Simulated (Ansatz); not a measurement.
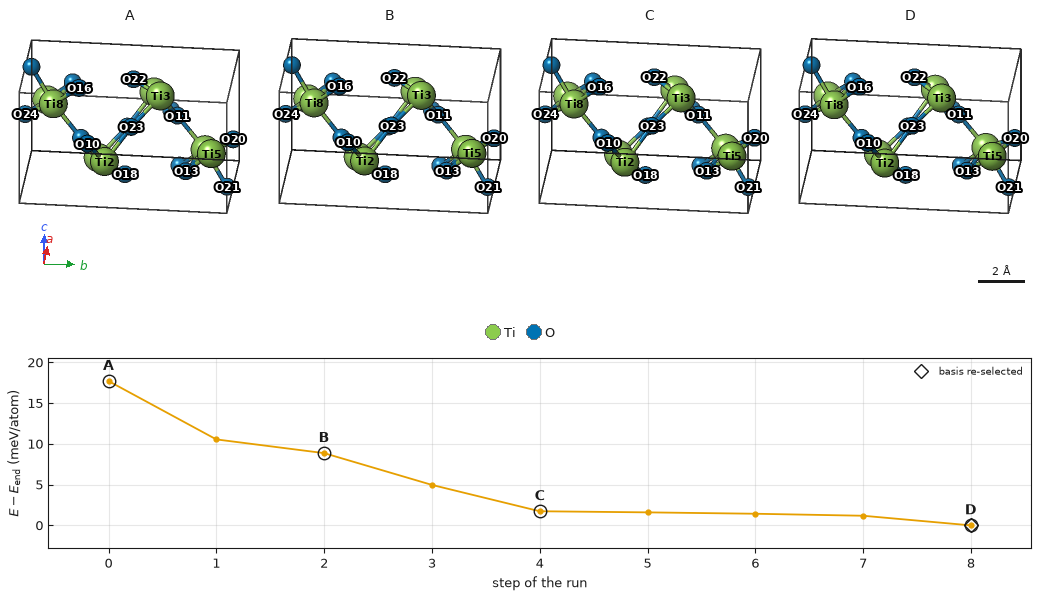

Frames of a relaxation of solid TiO₂ (set up in Pbca) (coarse preliminary run), marked on the history of the run. A ball-and-stick model of the cell of the calculation, seen from a free direction.

The calculation used Ansatz 0.2.0, DFT PBE, scalar-relativistic, plane waves, PAW. (plane-wave cutoff 420 eV; k-point mesh 4 × 2 × 4; occupations gaussian; smearing width 0.1 eV; no spin polarisation; cell and atoms relaxed; force threshold 0.05 eV/Å; at most 80 steps)

Question: Describe the path.

Answer: The largest moves relative to the cell, 0.13 Å, are those of Ti atoms. Largest moves by element: Ti 0.13 Å, O 0.04 Å. Cell: a 5.145 → 5.169 Å (+0.5 %), b 9.185 → 9.255 Å (+0.8 %), c 5.447 → 5.501 Å (+1.0 %). Volume +2.2 %. Near-neighbour distances that change, for instance: Ti–Ti 2.974 → 3.115 Å, O–Ti 1.987 → 2.097 Å, O–Ti 1.933 → 2.026 Å, O–Ti 1.924 → 2.015 Å. Bond angles that change, for instance: Ti–O–Ti 127.6° → 123.4°, Ti–O–Ti 97.1° → 101.3°. The space group stays Pbca (No. 61). The energy falls by 17.7 meV per atom in 7 accepted moves (8 points after the start). The largest force component goes from 0.68 to 0.0048 eV/Å. Pressure: 5.39 GPa at the start and 0.21 GPa at the end. At 1 point the geometry stayed and the basis and grid were re-selected for the new cell (energy shift of 1.2 meV per atom at most each time). Cost: 3.8 min on 4 threads of Intel(R) Xeon(R) Processor @ 2.50GHz (Skylake/Cascade Lake) (shared host), peak memory 1.3 GiB. From step 0 to 2: Ti atoms move most (0.03 Å), volume +2.5 %, energy −8.8 meV per atom. From step 2 to 4: Ti atoms move most (0.10 Å), volume −0.4 %, energy −7.1 meV per atom. From step 4 to 8: Ti atoms move most (0.04 Å), volume +0.1 %, energy −1.7 meV per atom.
